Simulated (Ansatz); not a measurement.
Single-point calculation, with input and output: Pt

Pt (1 atom in the cell), computed with DFT PBE, scalar-relativistic, plane waves, PAW, no spin polarisation (Ansatz 0.2.0).

The structure derives from an entry of the Crystallography Open Database. It belongs to a series of runs on one base structure; here: volume × 1.03. Figures and captions count atoms from 1; the log counts them from 0 in places.

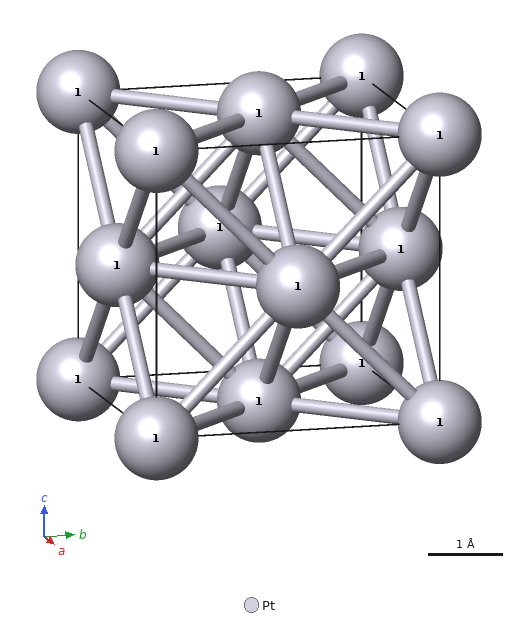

**Figure 1.** The input geometry (ball-and-stick view of the cell 4 times as large as that of the calculation, set on its symmetry axes, seen slightly off an axis; atoms are numbered from 1 in the order of the input). An atom can appear more than once, as a periodic image. Near neighbours in the periodic cell (some may lie outside the picture): Pt has 12 Pt at 2.84 Å.

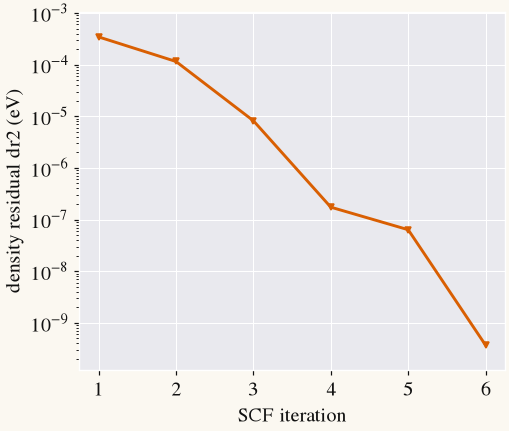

**Figure 2.** Convergence of the self-consistent field: density residual dr2 against the SCF iteration. The residual falls at every step.

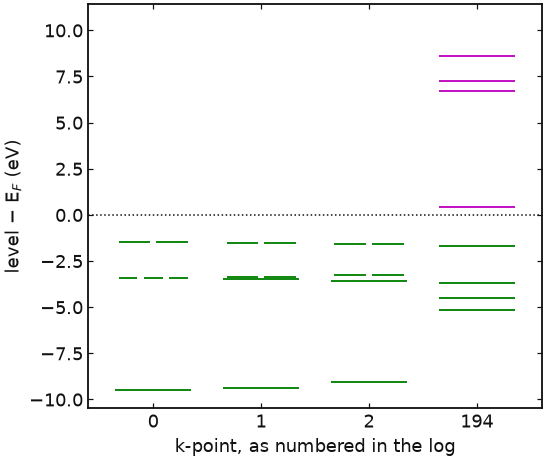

**Figure 3.** Kohn–Sham levels near the Fermi level (dotted) at the few k-points that the log prints; levels within 0.02 eV of each other stand side by side. The system is metallic on the full mesh.

The input and output of the run follow.

The input:
```yaml
crystal:
  lattice:
    - [0.0, 2.0047122879, 2.0047122879]
    - [2.0047122879, 0.0, 2.0047122879]
    - [2.0047122879, 2.0047122879, 0.0]
  atoms:
    - { symbol: Pt, position: [0.0, 0.0, 0.0] }
basis:
  ecutwfc: 420
kpoints:
  mp_grid: { grid: [18, 18, 18] }
hamiltonian:
  xc: pbe
scf:
  occupations: { method: gaussian, width: 0.1 }
output:
  forces: true
  stress: true
  eigenvalues: true
```

Launched with:
```bash
ansatz run input.yaml --threads 1 --pin off --max-ram 2560MiB --backend cpu --events-out ev --progress --plain --runs-dir out
```

The program's output:
```
Engine: ansatz 0.2.0, aarch64-unknown-linux-gnu
Pseudopotentials: kind: paw
Pseudopotential: Pt, paw, valence charge 18, recommended cutoff 420 eV (normal), Pt.paw.azcp
Functional definition: PBE
  parameter kappa = 0.804
  parameter beta = 0.06672455060314922
  exchange = pbe_x(kappa = kappa, mu = beta*pi^2/3)
  correlation = pbe_c(beta = beta)
Crystal: 1 atoms, lattice volume = 16.113 Å³
Basis set: ecut = 420 eV, 331 PW (Γ), exchange–correlation on 40×40×40 points (8 copies of the dense FFT grid, shifted against one another)
Bands: 13, of which v1, the nominal top of the filled ones, is band 9 counted from 1 (8 counted from 0)
Symmetry: 48 space group operations
Space group: Fm-3m (ITA 225), of the structure as read, at distance tolerance 2.5e-5 Å
k-points: 195 of 5832
Non-local potential: Pt, projectors of the file, l = 0: 3, l = 1: 2, l = 2: 2, l = 3: 1
PAW form: soft (Blöchl's): semilocal exchange-correlation on the pseudo side does not see the compensation charge
PAW one-centre angular grid: Pt, 590 points (default); XC on 64 Gauss nodes
Initial density: superposition of atomic densities (neutral atoms: chi_scale 0, normalization atom), corrected by the library's trained network
Initial wavefunctions: pseudopotential atomic-orbital guess
Functional: x = pbe(κ = 0.804, μ = 0.2195149727645171), c = pbe(β = 0.06672455060314922)
SCF iter   1: F=—  HF=-12523.005661 eV  |F-HF|=—  |Δ(HF+E_count)|=         —  Δρ=3.47e-3  dr2=3.44e-4  ethr=1.77e-3  ⟨swp⟩=5.0  Hψ=13725  notcnv=0
preconditioner: auto → none  [metal: Δε(μ)=0.003 eV  Ē_g=13.485 eV  σ=0.100 eV  W_gap=0.02  n_scr=8 (ndim 8)  ℏωp=29.3 eV  f_vac=0.000  D(μ)=2.35/eV (n_scr^D=26)  sad-step TF]
SCF iter   2: F=—  HF=-12523.006007 eV  |F-HF|=—  |Δ(HF+E_count)|=   3.46e-4  Δρ=1.91e-3  dr2=1.15e-4  ethr=1.91e-6  ⟨swp⟩=2.4  Hψ=5313  notcnv=0
SCF iter   3: F=—  HF=-12523.006161 eV  |F-HF|=—  |Δ(HF+E_count)|=   1.54e-4  Δρ=2.36e-4  dr2=8.19e-6  ethr=6.40e-7  ⟨swp⟩=2.0  Hψ=3527  notcnv=0
SCF iter   4: F=—  HF=-12523.006158 eV  |F-HF|=—  |Δ(HF+E_count)|=   3.56e-6  Δρ=6.73e-5  dr2=1.74e-7  ethr=4.55e-8  ⟨swp⟩=2.1  Hψ=3490  notcnv=0
iter 5 did not close the SCF: its close was put off for the readings that it lacked (scf_convergence_deferred on its scf_iter line)
SCF iter   5: F=-12523.006158 eV  HF=-12523.006158 eV  |F-HF|=1.79e-8  |Δ(HF+E_count)|=   2.26e-7  Δρ=2.53e-5  dr2=6.37e-8  ethr=9.66e-10  ⟨swp⟩=2.0  Hψ=4331  notcnv=0
SCF iter   6: F=-12523.006158 eV  HF=-12523.006158 eV  |F-HF|=1.16e-10  |Δ(HF+E_count)|=   1.41e-9  Δρ=2.49e-6  dr2=3.70e-10  ethr=3.54e-10  ⟨swp⟩=2.1  Hψ=8284  notcnv=0
SCF 1 converged in 6 iterations: F = -12523.006158 eV  dr2 = 3.70e-10
  greatest PAW one-centre occupation: 1.000 electrons in one spin orbital (limit 2), on the Pt atom at site 0 (counted from 0), in its partial waves of l = 0
SCF converged after 6 iterations
Free energy (F): -12523.006158 eV
Harris-Foulkes:  -12523.006158 eV  (|F-HF|=1.16e-10)
Internal energy: -12522.994416 eV  (E = F + TS)
E sigma→0 (E₀):  -12523.000287 eV
Entropy (-TS):   -0.011742 eV (-11.742 meV/atom)
Fermi energy:    21.414742 eV
--- Per-component energies (eV) ---
  E_band       = -158.620852
  E_kinetic    = 635.991170
  E_local      = -1548.318319  (includes V_loc(G=0)·N_el)
  E_nonlocal   = 199.841381
  E_hartree    = 572.017186
  E_xc         = -261.167021
  E_vxc        = -302.010039  (∫ρ·V_xc dr)
  E_paw        = -9453.818413  (= ΣΔE_a)
  E_vpaw       = -288.158947  (= ΣTr[D̂ρ^β])
  E_aug_tail   = 0.000222  (compensation charges beyond the density's cutoff)
  E_ewald      = -2667.540622
  E_smearing   = -0.011742  (= −TS)
  E_closure    = 0.000000  (closes the sum)
  Σ components = -12523.006158   (vs F -12523.006158, Δ=0.00e0)
--- Forces (eV/Å), atoms counted from 1 ---
  atom   1  Pt     0.00000000     0.00000000     0.00000000
  max |Σ_I F_I| component: 1.75e-32 eV/Å
--- Stress (GPa, compression-positive) ---
       -6.766287      -0.000000       0.000000
        0.000000      -6.766287      -0.000000
       -0.000000      -0.000000      -6.766287
  P = ⅓ Tr σ = -6.7663 GPa (-67.663 kbar)
--- Band table (eV; the first three rows and the last of 195) ---
  k-point 0: bands = ["-76.8585", "-30.8901", "-30.8901", "-30.8901", "11.9026", "18.0008", "18.0008", "18.0008", "19.9376", "19.9376", "36.1836", "40.7600", "40.7600"]
  k-point 1: bands = ["-76.8577", "-30.9014", "-30.8917", "-30.8917", "12.0197", "17.9514", "18.0462", "18.0462", "19.9133", "19.9133", "36.3548", "40.0971", "40.9283"]
  k-point 2: bands = ["-76.8557", "-30.9339", "-30.8965", "-30.8965", "12.3611", "17.8243", "18.1651", "18.1651", "19.8618", "19.8618", "36.8134", "38.7039", "41.4154"]
  k-point 194: bands = ["-76.8267", "-31.1538", "-31.1174", "-31.0325", "16.2628", "16.9258", "17.7399", "19.7034", "21.8460", "28.1157", "28.6729", "30.0191", "32.9018"]
```

Summary:

- outcome: converged
- space group (tolerance 0.01 Å): Fm-3m (225)
- electrons treated: 18
- free energy: −12523.0062 eV
- Fermi energy: 21.415 eV
- gap on the k-point mesh: none (metallic)
- pressure: −6.77 GPa
- largest force (length of the vector): under 0.001 eV/Å
- hardware: 1 thread of Arm Neoverse V1, 24 GiB of memory available, shared host
- wall time: 2.1 s
- peak memory: 0.29 GiB

Notes:

Spin–orbit coupling is left out, which matters for Pt. The cell is under a tension of 6.8 GPa at this level, so it is not at its equilibrium volume.
